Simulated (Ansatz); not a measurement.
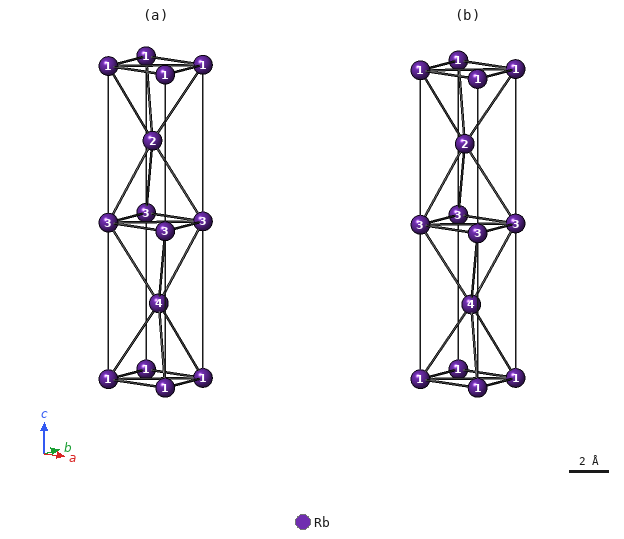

The structure of crystalline Rb (set up in P6_3/mmc) before (left) and after (right) a relaxation, at one scale.

Style: ball-and-stick. Shown: the cell of the calculation, slightly off an axis.

The calculation used DFT PBE+D3(BJ), scalar-relativistic, plane waves, PAW (Ansatz).

Input
```yaml
crystal:
  lattice:
    - [4.9278965965, 0.0, 0.0]
    - [-2.4639482982, 4.2676836398, 0.0]
    - [0.0, 0.0, 16.3260361167]
  atoms:
    - { symbol: Rb, position: [0.0, 0.0, 0.0] }
    - { symbol: Rb, position: [0.3333333333, 0.6666666667, 0.75] }
    - { symbol: Rb, position: [0.0, 0.0, 0.5] }
    - { symbol: Rb, position: [0.6666666667, 0.3333333333, 0.25] }
basis:
  ecutwfc: 420
kpoints:
  mp_grid: { grid: [12, 12, 4] }
hamiltonian:
  xc: pbe
  dispersion: d3bj
scf:
  occupations: { method: gaussian, width: 0.1 }
output:
  forces: true
  stress: true
  eigenvalues: true
relax:
  adjacent_minimum: "off"
  f_tol: 0.005
  max_steps: 80
  cell: { stress_tol: 0.05 }
```

Summarise the run.

The energy falls by 1.4 meV per cell of the calculation in 2 accepted moves (3 points after the start). All forces vanish by symmetry, so only the cell relaxes. The pressure goes from 0.00 to 0.00 GPa. At 1 point the geometry stayed and the basis and grid were re-selected for the new cell (energy shift of less than 0.05 meV per cell of the calculation at most each time). The atoms keep their places relative to the cell (all moves are under 0.005 Å). The drawn cell changes at constant volume: a = b 4.928 → 4.962 Å (+0.7 %), c 16.326 → 16.104 Å (−1.4 %). Near-neighbour distances that change, for instance: Rb1–Rb1 4.928 → 4.962 Å, Rb1–Rb2 4.975 → 4.941 Å. The space group stays P6_3/mmc (No. 194). The run took about 80 core-seconds on a shared host.
